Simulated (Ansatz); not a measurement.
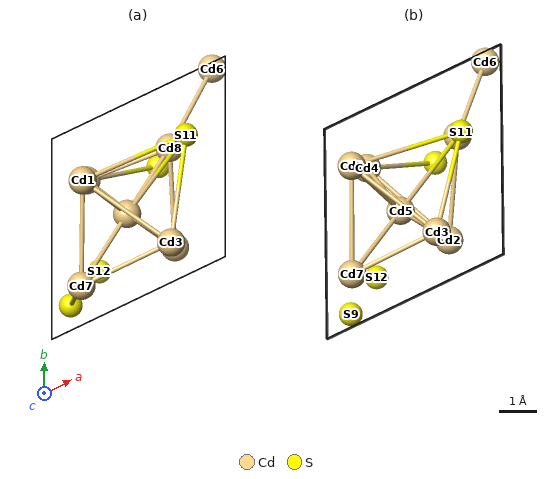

The structure of crystalline Cd2S (a generated structure, set up in P1) (coarse preliminary run) before (left) and after (right) a relaxation, at one scale.

The picture is a ball-and-stick view of the cell of the calculation, reduced to other axes, seen along the c axis. Lengths and directions refer to the drawn axes.

The calculation used Ansatz 0.2.0, DFT PBE, scalar-relativistic, plane waves, PAW.

Input
```yaml
crystal:
  lattice:
    - [-3.878592438, 0.0691451447, -4.1513912848]
    - [-3.7946869321, -3.9292223841, -0.0147603612]
    - [-7.6550476028, 4.0096564839, 3.9801088669]
  atoms:
    - { symbol: Cd, position: [0.2797483795, 0.8221601006, 0.0817582182] }
    - { symbol: Cd, position: [0.8331737497, 0.2906621024, 0.5598042921] }
    - { symbol: Cd, position: [0.8006247996, 0.3125446759, 0.0507175513] }
    - { symbol: Cd, position: [0.2885259593, 0.8001056091, 0.565961697] }
    - { symbol: Cd, position: [0.5527381329, 0.5661454364, 0.3071953491] }
    - { symbol: Cd, position: [0.0305555026, 0.0771307131, 0.821113833] }
    - { symbol: Cd, position: [0.8022284474, 0.8295405292, 0.059398449] }
    - { symbol: Cd, position: [0.3244000982, 0.3213195185, 0.5432972575] }
    - { symbol: S, position: [0.8752834493, 0.8911265994, 0.3606150935] }
    - { symbol: S, position: [0.3900299271, 0.3859682725, 0.8700187204] }
    - { symbol: S, position: [0.2987237394, 0.227509839, 0.2638525436] }
    - { symbol: S, position: [0.773967815, 0.7257866037, 0.7662669952] }
basis:
  ecutwfc: 420
kpoints:
  mp_grid: { grid: [4, 4, 4] }
hamiltonian:
  xc: pbe
scf:
  occupations: { method: gaussian, width: 0.1 }
  lower_state_search: "off"
output:
  forces: true
  stress: true
  eigenvalues: true
relax:
  adjacent_minimum: "off"
  f_tol: 0.025
  max_steps: 60
  cell: { stress_tol: 0.25 }
```

Launched with:
```bash
ansatz run input.yaml --threads 1 --pin off --max-ram 2048MiB --backend cpu --events-out ev --progress --plain --runs-dir out
```

Q: What changed between the two?

A: The run was cut off at its time limit before the relaxation converged, so the last structure is only a point on the way. Cd8 moves most relative to the cell: 0.37 Å roughly along +a. By element the largest moves are Cd 0.37 Å, S 0.35 Å. The volume changes by +8.2 %, with a 5.462 → 5.550 Å (+1.6 %), b 5.682 → 5.940 Å (+4.6 %), c 9.514 → 9.620 Å (+1.1 %), α 75.6° → 75.8°, β 75.2° → 75.6°, γ 62.1° → 62.7°. Some distances before and after: Cd3–S9 3.229 → 3.674 Å, Cd7–S9 3.116 → 3.549 Å, Cd4–S11 3.216 → 3.564 Å, Cd2–Cd4 2.719 → 3.040 Å. Among the angles between lasting bonds that change: Cd5–Cd4–Cd6 175.3° → 161.3°, Cd4–Cd8–S11 67.6° → 80.5°, Cd1–Cd7–S12 72.1° → 84.0°. The space group stays P1 (No. 1). After 2 geometry steps the energy has fallen by 1.793 eV per cell of the calculation. The largest force component goes from 1.5 to 0.79 eV/Å. The pressure goes from 5.38 to −0.13 GPa.
